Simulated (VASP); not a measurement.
## Geometry relaxation of TiO (part 2 of 3)

Continued. System: TiO (P4/mmm, 2 atoms in the cell). Method: Kohn-Sham DFT of a periodic cell, BLYP, VASP PAW PBE potentials, recommended, no spin polarisation (VASP 6.6.1); cutoff 600 eV, 9×9×7 k-mesh, fermi-dirac of 0.05 eV. The structure was built on a prototype by a generator; it need not be a known phase. It belongs to a series of runs on one base structure; here: xc = BLYP.

Geometry of the input (Å; fractional positions):
```
3.0094  0.0000  0.0000
0.0000  3.0094  0.0000
0.0000  0.0000  3.6804
Ti 0.0000  0.0000  0.0000
O  0.0000  0.0000  0.5000
```

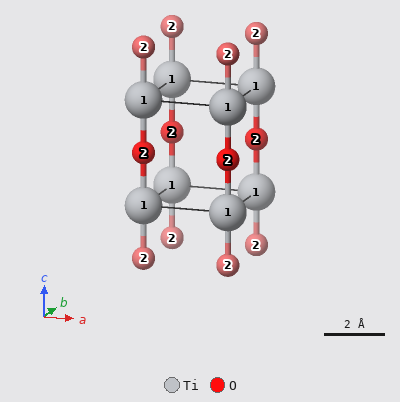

**Figure 1.** The input geometry (ball-and-stick view of the cell of the calculation, seen slightly off an axis; neighbours outside the cell are drawn fainter; atoms are numbered from 1 in the order of the input).

**Parts of OUTCAR, continued**
```
  Cartesian coordinates                     Fractional coordinates (reciprocal lattice)
     0.036921473  0.000000000  0.000000000     0.111111111  0.000000000  0.000000000
     0.000000000  0.036921473  0.000000000     0.000000000  0.111111111  0.000000000
     0.000000000  0.000000000  0.038815446     0.000000000  0.000000000  0.142857143

  Length of vectors
     0.036921473  0.036921473  0.038815446

  Shift w.r.t. Gamma in fractional coordinates (k-lattice)
     0.000000000  0.000000000  0.000000000

 Subroutine IBZKPT returns following result:
 ===========================================

 Found     60 irreducible k-points:

 Following reciprocal coordinates:
            Coordinates               Weight
  0.000000  0.000000  0.000000      1.000000
  0.111111  0.000000  0.000000      4.000000
  0.222222  0.000000  0.000000      4.000000
  0.333333  0.000000  0.000000      4.000000
  0.444444  0.000000  0.000000      4.000000
  0.111111  0.111111  0.000000      4.000000
  0.222222  0.111111  0.000000      8.000000
  0.333333  0.111111  0.000000      8.000000
  0.444444  0.111111  0.000000      8.000000
  0.222222  0.222222  0.000000      4.000000
  0.333333  0.222222  0.000000      8.000000
  0.444444  0.222222  0.000000      8.000000
  0.333333  0.333333  0.000000      4.000000
  0.444444  0.333333  0.000000      8.000000
  0.444444  0.444444  0.000000      4.000000
  0.000000  0.000000  0.142857      2.000000
  0.111111  0.000000  0.142857      8.000000
  0.222222  0.000000  0.142857      8.000000
  0.333333  0.000000  0.142857      8.000000
  0.444444  0.000000  0.142857      8.000000
  0.111111  0.111111  0.142857      8.000000
  0.222222  0.111111  0.142857     16.000000
  0.333333  0.111111  0.142857     16.000000
  0.444444  0.111111  0.142857     16.000000
 [... further k-points ...]
   k-points           NKPTS =     60   k-points in BZ     NKDIM =     60   number of bands    NBANDS=     13
   number of dos      NEDOS =    301   number of ions     NIONS =      2
   total plane-waves  NPLWV =  17280
   dimension x,y,z NGX =    24 NGY =   24 NGZ =   30
   dimension x,y,z NGXF=    48 NGYF=   48 NGZF=   60
   ions per type =               1   1
   NGX,Y,Z   is equivalent  to a cutoff of  13.26, 13.26, 13.55 a.u.
   NGXF,Y,Z  is equivalent  to a cutoff of  26.52, 26.52, 27.10 a.u.
 SYSTEM =  unknown system
   PREC   = accura    normal or accurate (medium, high low for compatibility)
   ISTART =      0    job   : 0-new  1-cont  2-samecut
   ICHARG =      2    charge: 1-file 2-atom 10-const
   ISPIN  =      1    spin polarized calculation?
   LNONCOLLINEAR =      F non collinear calculations
   LSORBIT =      F    spin-orbit coupling
   LASPH  =      T    aspherical Exc in radial PAW
   ENCUT  =  600.0 eV  44.10 Ry    6.64 a.u.   6.01  6.01  7.35*2*pi/ulx,y,z
   NELM   =     60;   NELMIN=  2; NELMDL= -5     # of ELM steps
   EDIFF  = 0.1E-05   stopping-criterion for ELM
   LREAL  =      F    real-space projection
   EDIFFG = -.1E-01   stopping-criterion for IOM
   NSW    =     40    number of steps for IOM
   IBRION =      2    ionic relax: 0-MD 1-quasi-New 2-CG
   NFREE  =      1    steps in history (QN), initial steepest desc. (CG)
   ISIF   =      3    stress and relaxation
   ISYM   =      2    0-nonsym 1-usesym 2-fastsym
   POTIM  = 0.5000    time-step for ionic-motion
   TEBEG  =    0.0;   TEEND  =   0.0 temperature during run
   PSTRESS=    0.0 pullay stress
   NELECT =      18.0000    total number of electrons
   NUPDOWN=      -1.0000    fix difference up-down
   EMIN   =  10.00;   EMAX   =-10.00  energy-range for DOS
   EFERMI =   0.00;   METHOD = LEGACY
   ISMEAR =    -1;   SIGMA  =   0.05  broadening in eV -4-tet -1-fermi 0-gaus
   EFERMI_NEDOS =   21; number of points for ismear=-14 and -15
   IALGO  =     38    algorithm
   IMIX   =      4    mixing-type and parameters
     AMIX     =   0.40;   BMIX     =  1.00
     AMIX_MAG =   1.60;   BMIX_MAG =  1.00
  volume/ion in A,a.u.               =      16.67       112.47
  Fermi-wavevector in a.u.,A,eV,Ry     =   1.333156  2.519299 24.181692  1.777304
  Thomas-Fermi vector in A             =   2.462036
   LORBIT       =      0    0 simple, 1 ext, 2 COOP (PROOUT), +10 PAW based schemes
   GGA     = B5    functional components
   LHFCALC =     F    Hartree Fock is set to
   AEXX    =    0.0000 exact exchange contribution
   IVDW    =     0    specifies the selected vdW correction
   LEPSILON=     F    determine dielectric tensor
   LRPA    =     F    only Hartree local field effects (RPA)
 conjugate gradient relaxation of ions
 non-spin polarized calculation
  energy-cutoff  :      600.00
  volume of cell :       33.33
 maximum number of plane-waves:      1128
   NGX = 13   NGY = 13   NGZ = 15

--------------------------------------- Ionic step        1  -------------------------------------------

 number of electron      17.9999994 magnetization

 Free energy of the ion-electron system (eV)
  ---------------------------------------------------
  ext. energy  EPLUGINS =         0.00000000
  ---------------------------------------------------
  free energy    TOTEN  =       -14.96844781 eV

  energy without entropy =      -14.95328926  energy(sigma->0) =      -14.96086853

------------------------ aborting loop because EDIFF is reached ----------------------------------------

  FORCE on cell =-STRESS in cart. coord.  units (eV):
  Direction    XX          YY          ZZ          XY          YZ          ZX
  --------------------------------------------------------------------------------------
  -------------------------------------------------------------------------------------
  Total        0.4116864      0.4116864      1.4889125      0.0000000      0.0000000      0.0000000
  in kB       19.7889518     19.7889518     71.5690806      0.0000000      0.0000000      0.0000000
  external PRESSURE =      37.0489947 kB  Pullay stress =       0.0000000 kB

 VOLUME and BASIS-vectors are now :
 -----------------------------------------------------------------------------
  energy-cutoff  :      600.00
  volume of cell :       33.33
      direct lattice vectors                 reciprocal lattice vectors
     3.009390000  0.000000000  0.000000000     0.332293255  0.000000000  0.000000000
     0.000000000  3.009390000  0.000000000     0.000000000  0.332293255  0.000000000
     0.000000000  0.000000000  3.680420000     0.000000000  0.000000000  0.271708120

 POSITION                                       TOTAL-FORCE (eV/Angst)
 -----------------------------------------------------------------------------------
      0.00000      0.00000      0.00000         0.000000      0.000000      0.000000
      0.00000      0.00000      1.84021         0.000000      0.000000      0.000000
 -----------------------------------------------------------------------------------
    total drift:                                0.000000     -0.000000      0.000000

  FREE ENERGIE OF THE ION-ELECTRON SYSTEM (eV)
  ---------------------------------------------------
  free  energy   TOTEN  =       -14.9684478071 eV

  energy  without entropy=      -14.9532892553  energy(sigma->0) =      -14.96086853

--------------------------------------- Ionic step        2  -------------------------------------------

 number of electron      18.0000014 magnetization

------------------------ aborting loop because EDIFF is reached ----------------------------------------

  FORCE on cell =-STRESS in cart. coord.  units (eV):
  Direction    XX          YY          ZZ          XY          YZ          ZX
  --------------------------------------------------------------------------------------
  -------------------------------------------------------------------------------------
  Total        0.2520776      0.2520776     -4.6104032      0.0000000     -0.0000000      0.0000000
  in kB       11.4678954     11.4678954   -209.7434082      0.0000000     -0.0000000      0.0000000
  external PRESSURE =     -62.2692058 kB  Pullay stress =       0.0000000 kB

 VOLUME and BASIS-vectors are now :
 -----------------------------------------------------------------------------
  energy-cutoff  :      600.00
  volume of cell :       35.22
      direct lattice vectors                 reciprocal lattice vectors
     3.039274515  0.000000000  0.000000000     0.329025889  0.000000000  0.000000000
     0.000000000  3.039274515 -0.000000000     0.000000000  0.329025889 -0.000000000
    -0.000000000  0.000000000  3.812600614     0.000000000  0.000000000  0.262288160

 POSITION                                       TOTAL-FORCE (eV/Angst)
 -----------------------------------------------------------------------------------
      0.00000      0.00000      0.00000         0.000000     -0.000000      0.000000
     -0.00000      0.00000      1.90630        -0.000000      0.000000      0.000000
 -----------------------------------------------------------------------------------
    total drift:                                0.000000     -0.000000     -0.000000

  FREE ENERGIE OF THE ION-ELECTRON SYSTEM (eV)
  ---------------------------------------------------
  free  energy   TOTEN  =       -14.9160195211 eV

  energy  without entropy=      -14.9006217879  energy(sigma->0) =      -14.90832065

--------------------------------------- Ionic step        3  -------------------------------------------

 number of electron      17.9999996 magnetization

------------------------ aborting loop because EDIFF is reached ----------------------------------------

  FORCE on cell =-STRESS in cart. coord.  units (eV):
  Direction    XX          YY          ZZ          XY          YZ          ZX
  --------------------------------------------------------------------------------------
  -------------------------------------------------------------------------------------
  Total        0.3709808      0.3709808     -0.2658472      0.0000000     -0.0000000      0.0000000
  in kB       17.5745719     17.5745719    -12.5940487      0.0000000     -0.0000000      0.0000000
  external PRESSURE =       7.5183650 kB  Pullay stress =       0.0000000 kB

 VOLUME and BASIS-vectors are now :
 -----------------------------------------------------------------------------
  energy-cutoff  :      600.00
  volume of cell :       33.82
      direct lattice vectors                 reciprocal lattice vectors
     3.017217935  0.000000000  0.000000000     0.331431147  0.000000000  0.000000000
     0.000000000  3.017217935 -0.000000000     0.000000000  0.331431147 -0.000000000
    -0.000000000  0.000000000  3.715043326     0.000000000  0.000000000  0.269175865

 POSITION                                       TOTAL-FORCE (eV/Angst)
 -----------------------------------------------------------------------------------
      0.00000      0.00000      0.00000         0.000000     -0.000000      0.000000
     -0.00000      0.00000      1.85752        -0.000000      0.000000      0.000000
 -----------------------------------------------------------------------------------
    total drift:                                0.000000      0.000000      0.000000

  FREE ENERGIE OF THE ION-ELECTRON SYSTEM (eV)
  ---------------------------------------------------
  free  energy   TOTEN  =       -14.9761576609 eV

  energy  without entropy=      -14.9609133358  energy(sigma->0) =      -14.96853550

--------------------------------------- Ionic step        4  -------------------------------------------

 number of electron      17.9999996 magnetization

------------------------ aborting loop because EDIFF is reached ----------------------------------------

  FORCE on cell =-STRESS in cart. coord.  units (eV):
  Direction    XX          YY          ZZ          XY          YZ          ZX
  --------------------------------------------------------------------------------------
  -------------------------------------------------------------------------------------
  Total        0.3617956      0.3617956     -0.2235735      0.0000000      0.0000000      0.0000000
  in kB       17.1479333     17.1479333    -10.5966578      0.0000000      0.0000000      0.0000000
  external PRESSURE =       7.8997363 kB  Pullay stress =       0.0000000 kB

 VOLUME and BASIS-vectors are now :
 -----------------------------------------------------------------------------
  energy-cutoff  :      600.00
  volume of cell :       33.80
      direct lattice vectors                 reciprocal lattice vectors
     3.016950611  0.000000000  0.000000000     0.331460514  0.000000000  0.000000000
     0.000000000  3.016950611 -0.000000000     0.000000000  0.331460514 -0.000000000
    -0.000000000  0.000000000  3.713860940     0.000000000  0.000000000  0.269261563

 POSITION                                       TOTAL-FORCE (eV/Angst)
 -----------------------------------------------------------------------------------
      0.00000      0.00000      0.00000         0.000000     -0.000000      0.000000
     -0.00000      0.00000      1.85693        -0.000000      0.000000      0.000000
 -----------------------------------------------------------------------------------
    total drift:                                0.000000     -0.000000     -0.000000

  FREE ENERGIE OF THE ION-ELECTRON SYSTEM (eV)
  ---------------------------------------------------
  free  energy   TOTEN  =       -14.9761662128 eV

  energy  without entropy=      -14.9609187463  energy(sigma->0) =      -14.96854248
```
